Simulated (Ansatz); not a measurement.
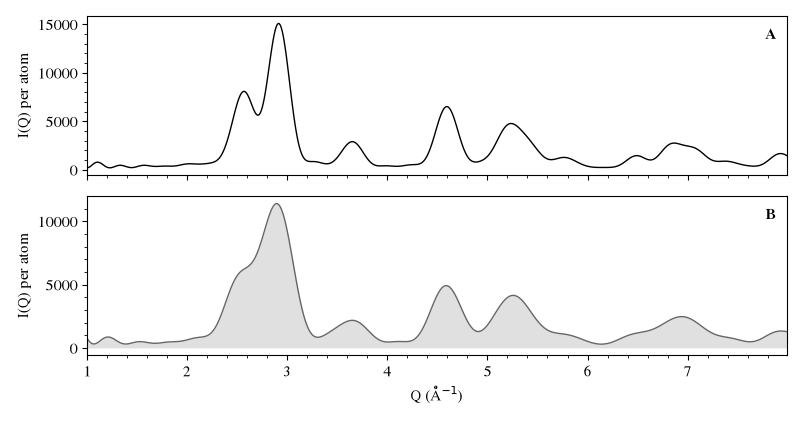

X-ray scattering of spheres cut from the crystal structure of W (P6_3/mmc, a = 2.757 Å, b = 2.757 Å, c = 4.956 Å, α = 90.00°, β = 90.00°, γ = 120.00°), calculated atom by atom with the Debye equation (B = 0.5 Å², no relaxation of the surface). It is based on the input geometry of an electronic-structure calculation (not necessarily at equilibrium); the starting structure was generated, so it need not be a known form of this composition.

> The spheres are 20 and 28 Å across. Which curve is which?

curve A: 28 Å (707 atoms); curve B: 20 Å (269 atoms). Peak widths go roughly as 2π/D, so the largest sphere has the sharpest peaks.

> Index the main peaks of the largest sphere.

Q ≈ 2.57 Å⁻¹: 002 + 100; Q ≈ 2.91 Å⁻¹: 101; Q ≈ 3.65 Å⁻¹: 102; Q ≈ 4.59 Å⁻¹: 110 + 103; Q ≈ 5.24 Å⁻¹: 112.
